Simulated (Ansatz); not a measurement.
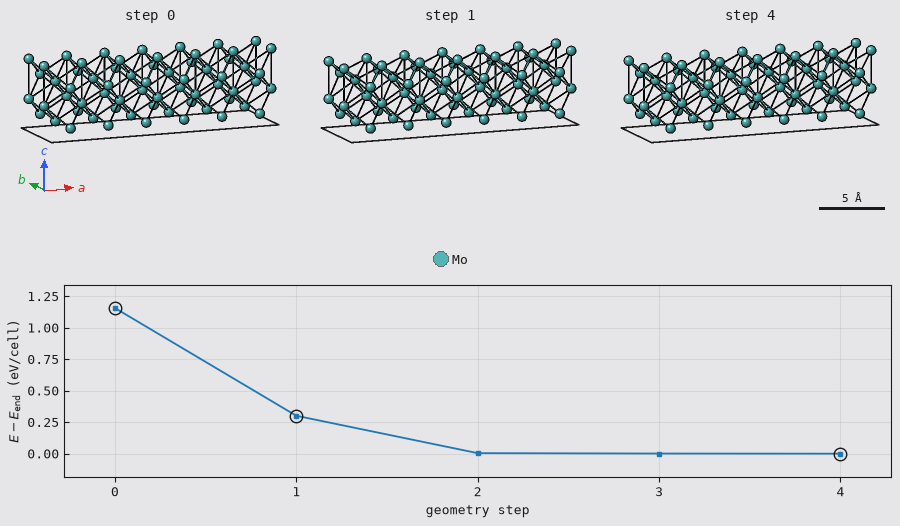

Frames of a constrained relaxation of a slab of composition Mo (cut from the Im-3m phase), marked on the history of the run. A ball-and-stick model of the 1 × 2 repeat of the cell, outlined in the plane, without the vacuum (origin shifted), seen slightly off an axis.

Case: flat (0 0 1) slab. 12 atoms are held fixed.

All numbers below come from DFT PBE, scalar-relativistic, plane waves, PAW in Ansatz 0.2.0.

The input:
```yaml
crystal:
  lattice:
    - [18.9626481725, 0.0, 0.0]
    - [0.0, 3.1604413621, 0.0]
    - [0.0, 0.0, 18.3208827242]
  atoms:
    - { symbol: Mo, position: [0.0, 0.0, 0.0818737843] }
    - { symbol: Mo, position: [0.0833333333, 0.5, 0.1681262157] }
    - { symbol: Mo, position: [0.1666666667, 0.0, 0.0818737843] }
    - { symbol: Mo, position: [0.25, 0.5, 0.1681262157] }
    - { symbol: Mo, position: [0.3333333333, 0.0, 0.0818737843] }
    - { symbol: Mo, position: [0.4166666667, 0.5, 0.1681262157] }
    - { symbol: Mo, position: [0.5, 0.0, 0.0818737843] }
    - { symbol: Mo, position: [0.5833333333, 0.5, 0.1681262157] }
    - { symbol: Mo, position: [0.6666666667, 0.0, 0.0818737843] }
    - { symbol: Mo, position: [0.75, 0.5, 0.1681262157] }
    - { symbol: Mo, position: [0.8333333333, 0.0, 0.0818737843] }
    - { symbol: Mo, position: [0.9166666667, 0.5, 0.1681262157] }
    - { symbol: Mo, position: [0.0, 0.0, 0.2543786472] }
    - { symbol: Mo, position: [0.0833333333, 0.5, 0.3406310786] }
    - { symbol: Mo, position: [0.1666666667, 0.0, 0.2543786472] }
    - { symbol: Mo, position: [0.25, 0.5, 0.3406310786] }
    - { symbol: Mo, position: [0.3333333333, 0.0, 0.2543786472] }
    - { symbol: Mo, position: [0.4166666667, 0.5, 0.3406310786] }
    - { symbol: Mo, position: [0.5, 0.0, 0.2543786472] }
    - { symbol: Mo, position: [0.5833333333, 0.5, 0.3406310786] }
    - { symbol: Mo, position: [0.6666666667, 0.0, 0.2543786472] }
    - { symbol: Mo, position: [0.75, 0.5, 0.3406310786] }
    - { symbol: Mo, position: [0.8333333333, 0.0, 0.2543786472] }
    - { symbol: Mo, position: [0.9166666667, 0.5, 0.3406310786] }
basis:
  ecutwfc: 420
kpoints:
  mp_grid: { grid: [2, 10, 1] }
hamiltonian:
  xc: pbe
scf:
  occupations: { method: gaussian, width: 0.1 }
output:
  forces: true
  eigenvalues: true
  populations: true
relax:
  adjacent_minimum: "off"
  f_tol: 0.02
  max_steps: 45
  constraints: [{ sites: [0, 1, 2, 3, 4, 5, 6, 7, 8, 9, 10, 11] }]
efield:
  axis: 3
  dipole_correction: true
  ramp_width: 0.04
```

Run as
```bash
ansatz run input.yaml --threads 4 --pin off --max-ram 11264MiB --backend cpu --events-out ev --progress --plain --runs-dir out
```

**What happens along the run?**

Over 4 geometry steps the energy falls by 1.157 eV per cell of the calculation. The largest force component goes from 1.7 to 0.00088 eV/Å. The largest moves, 0.15 Å, are those of Mo14, Mo16, Mo18, Mo20, Mo22 and Mo24. Mo14 goes along the normal (−c). The cell doesn't change. Some distances before and after: Mo10–Mo22 3.160 → 3.008 Å, Mo13–Mo14 2.737 → 2.623 Å, Mo10–Mo21 2.737 → 2.769 Å. Bond angles that change, for instance: Mo15–Mo16–Mo17 109.5° → 116.9°, Mo15–Mo16–Mo15 70.5° → 74.1°. The run took 12 min on 4 threads of Intel(R) Xeon(R) Processor @ 2.50GHz (Skylake/Cascade Lake), on a shared host, peak memory 4.7 GiB. From step 0 to 1: Mo atoms move most (0.19 Å), energy −0.856 eV per cell of the calculation. From step 1 to 4: Mo atoms move most (0.05 Å), energy −0.301 eV per cell of the calculation.
